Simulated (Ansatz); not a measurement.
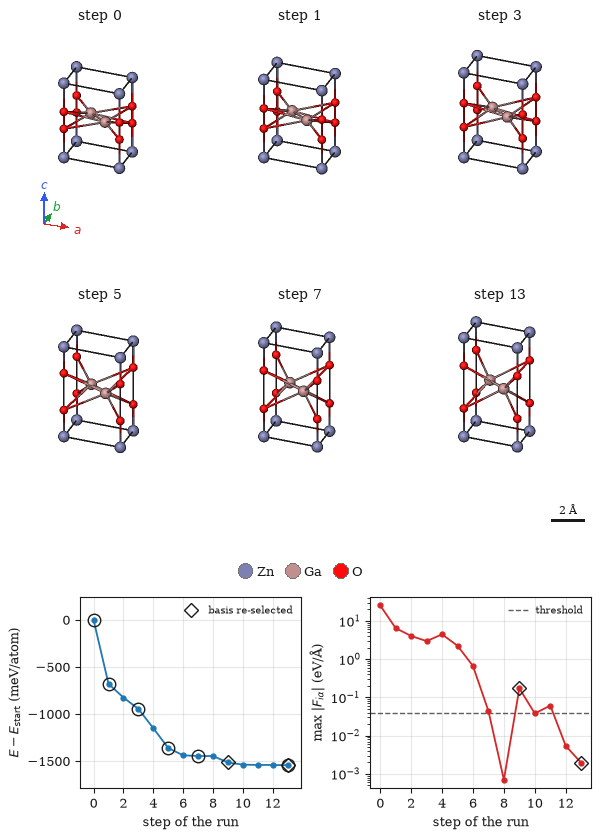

Frames of a relaxation of crystalline ZnGa$_{2}$O$_{2}$ (a generated structure, set up in P6/mmm) (coarse preliminary run), marked on the history of the run. The picture is a ball-and-stick view of the cell of the calculation, seen slightly off an axis.

Theory: DFT PBE, scalar-relativistic, plane waves, PAW in Ansatz 0.2.0. Set-up: plane-wave cutoff 420 eV; k-point mesh 6 × 6 × 4; occupations gaussian; smearing width 0.1 eV; no spin polarisation; cell and atoms relaxed; force threshold 0.04 eV/Å; at most 70 steps.

**Describe the path.**

The energy falls by 1542 meV per atom in 11 accepted moves (13 points after the start). The largest force component goes from 25 to 0.0019 eV/Å. Pressure: 32.70 GPa at the start and 0.06 GPa at the end. At 2 points the geometry stayed and the basis and grid were re-selected for the new cell (energy shift of 68.3 meV per atom at most each time). The largest moves relative to the cell, 0.63 Å, are those of O atoms. Ga and Zn stay in place. Cell: a = b 4.454 → 4.289 Å (−3.7 %), c 4.682 → 6.224 Å (+32.9 %). Volume +23.3 %. Some distances before and after: O–O 1.073 → 2.686 Å, Ga–O 2.627 → 2.817 Å, Ga–Ga 2.571 → 2.476 Å, O–Zn 1.804 → 1.769 Å. Bonds break: O–O (1.07 → 2.69 Å). The space group stays P6/mmm (No. 191). The run took 54 s on 1 thread of Intel(R) Xeon(R) Processor @ 2.70GHz (shared host), peak memory 0.43 GiB. From step 0 to 1: O atoms move most (0.07 Å), volume +14.3 %, energy −679 meV per atom. From step 1 to 3: O atoms move most (0.07 Å), volume +11.4 %, energy −265 meV per atom. From step 3 to 5: O atoms move most (0.36 Å), volume −2.2 %, energy −415 meV per atom. From step 5 to 7: volume −6.4 %, energy −85.0 meV per atom. From step 7 to 13: O atoms move most (0.07 Å), volume +5.8 %, energy −97.8 meV per atom.
